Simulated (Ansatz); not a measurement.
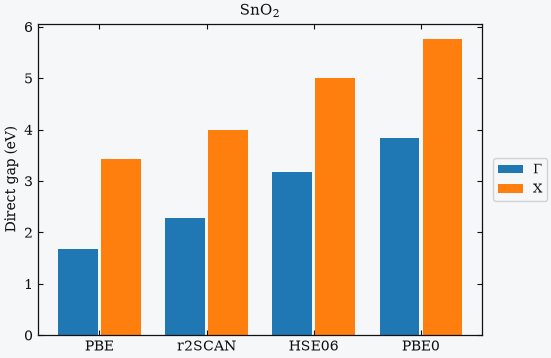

Direct gap at each named k point, by several methods on one cell of fluorite-type SnO₂, space group Fm-3m (No. 225), 3 atoms in the primitive cell, relaxed with r2SCAN; cubic a = 5.067 Å. All runs are without spin-orbit coupling and carry no moments. The cell is at 9 GPa in PBE. The smallest gap is indirect or lies off these points.

```
method  program  Γ (eV)  X (eV)
   PBE   Ansatz    1.68    3.43
r2SCAN   Ansatz    2.27    3.99
 HSE06   Ansatz    3.17    5.00
  PBE0   Ansatz    3.84    5.77
```

**What does G0W0@PBE give? It was run as: PBE, Ansatz PAW set, 6×6×6 k mesh, 420 eV cutoff, fixed occupations (Ansatz), G0W0 with empty bands 97, screening cutoff 120 eV and frequency treatment contour deformation.**

It starts from PBE, whose row gives 1.68 eV at Γ. G0W0@PBE gives 2.62 eV at Γ and 4.45 eV at X, which is +0.94 eV from PBE at Γ.

**Does G0W0@PBE open these direct gaps by one amount over PBE?**

The shifts are +0.94 eV at Γ and +1.02 eV at X: a spread of 0.08 eV on a mean of 0.98 eV, so one shift describes them well.

**How do the methods rank at Γ?**

From low to high: PBE 1.68, r2SCAN 2.27, G0W0@PBE 2.62, HSE06 3.17, PBE0 3.84 eV.

Settings. PBE: Ansatz PAW set, 8×8×8 k mesh, 420 eV cutoff, Fermi-Dirac smearing of 0.02 eV (Ansatz 0.2.0). r2SCAN: Ansatz PAW set, 8×8×8 k mesh, 500 eV cutoff, fixed occupations (Ansatz). HSE06: Ansatz PAW set, 6×6×6 k mesh, 420 eV cutoff, fixed occupations (Ansatz). PBE0: Ansatz PAW set, 6×6×6 k mesh, 420 eV cutoff, fixed occupations (Ansatz).

The usual form of SnO2 is rutile. r2SCAN, HSE06 and PBE0: the PAW data sets were made with another functional. LDA, GGA and most meta-GGA functionals understate gaps. HSE06 and PBE0: the k mesh is thin for exact exchange. G0W0@PBE: the GW screening of so narrow a gap isn't settled on this k mesh. G0W0@PBE: the k mesh is thin for GW. Over all k points computed the smallest gap is 0.29 eV in PBE, 0.84 eV in r2SCAN, 1.15 eV in G0W0@PBE, 1.68 eV in HSE06 and 2.37 eV in PBE0, from the valence top at W to the conduction bottom at Γ. The GW values are at finite bands, cutoffs and mesh, short of the basis limit.
